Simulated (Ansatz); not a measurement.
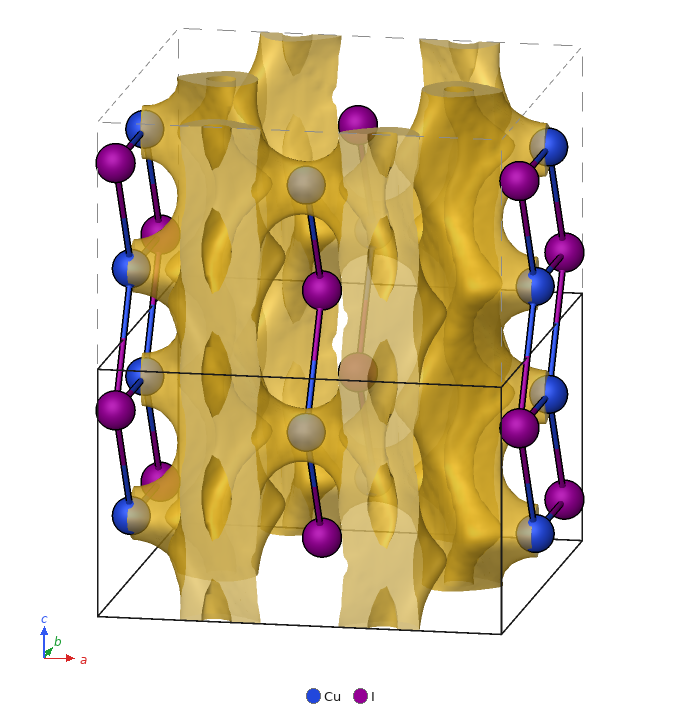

Bond-valence mismatch map for Cu+ in CuI in space group Cmcm: the yellow surface encloses the points where |V − 1| < 0.15 v.u. (1×1×2 cells, view slightly off an axis). Pale faces close the region where the drawn box cuts it.

At each point the valence sum V of a Cu+ ion is computed from the anions within 5 Å (s = exp((R0 − d)/b), R0 fitted to published crystal structures with b = 0.37 Å; R0: Cu+–I 2.134 Å). The other Cu+ ions are ignored. This is an empirical screen for pathways, not an energy calculation.

Source of the atomic positions: the end point of a relaxation with DFT, r2SCAN+rVV10, plane waves, PAW in Ansatz.

Space group Cmcm (No. 63). a = 7.007 Å, b = 7.186 Å, c = 4.322 Å, α = 90.00°, β = 90.00°, γ = 90.00°
```tsv
atom	site	symmetry	x	y	z
Cu	4c	m2m	0.5000	0.0832	0.7500
I	4c	m2m	0.5000	0.7221	0.7500
```

Question: What pathways for Cu+ does the map suggest at this level (counting the regions that come within 0.6 Å of a Cu site)?

Answer: The regions form one-dimensional channels along [001].

Question: At which mismatch do paths open?

Answer: Already below about 0.06 v.u. the regions form one-dimensional channels along [001]. From a mismatch of about 0.40 v.u. the regions form a three-dimensional network. These are grid estimates, good to about 0.1 v.u.

Question: What is the valence sum at the Cu sites themselves?

Answer: 0.93 v.u., against the formal 1.
